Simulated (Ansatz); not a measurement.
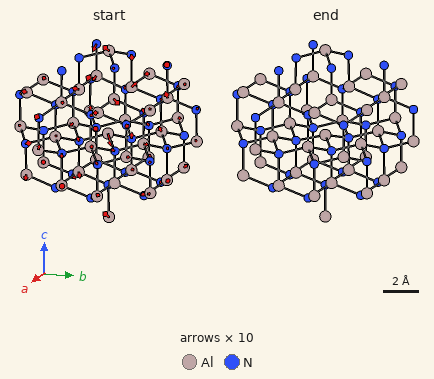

The structure of a defect cell of composition Al$_{48}$N$_{47}$ (cell charge +1) before (left) and after (right) a relaxation, at one scale. The red arrows give the displacements, 10 times their true length.

The picture is a ball-and-stick view of the atoms within 5.8 Å of the atom that moves most (axes of the cell of the calculation), seen slightly off an axis.

The atoms of the start lie slightly off their symmetric places, so part of the fall in energy undoes that.

Computed with DFT, PBEsol, PAW, plane waves in Ansatz. (plane-wave cutoff 420 eV; k-point mesh 1 × 1 × 1; mesh shifted by (0.25, 0.25, 0.25); no spin polarisation; atoms relaxed in a fixed cell; force threshold 0.03 eV/Å; at most 80 steps)

Question: Summarise the run.

Answer: The atom that moves furthest is an Al atom (0.084 Å along [1 1 −3]). Largest moves by element: Al 0.084 Å, N 0.058 Å. The cell stays as it was. Near-neighbour distances that change, for instance: Al–N 1.790 → 1.889 Å, Al–N 1.953 → 1.871 Å, Al–N 1.963 → 1.884 Å, Al–N 1.846 → 1.923 Å. Bond angles that change, for instance: N–Al–N 108.6° → 113.2°, Al–N–Al 108.1° → 112.3°, Al–N–Al 109.7° → 105.6°. Over 3 geometry steps the energy falls by 1.347 eV per cell of the calculation. Largest force component: 1.6 eV/Å at the start, 0.011 eV/Å at the end. Cost: 5 s on 1 × NVIDIA GB300 Max-Q with 8 threads of Arm Neoverse-V2, peak memory 2 GiB.

Limits of the set-up: the cell is charged, on a uniform background, and energies carry no finite-size correction.
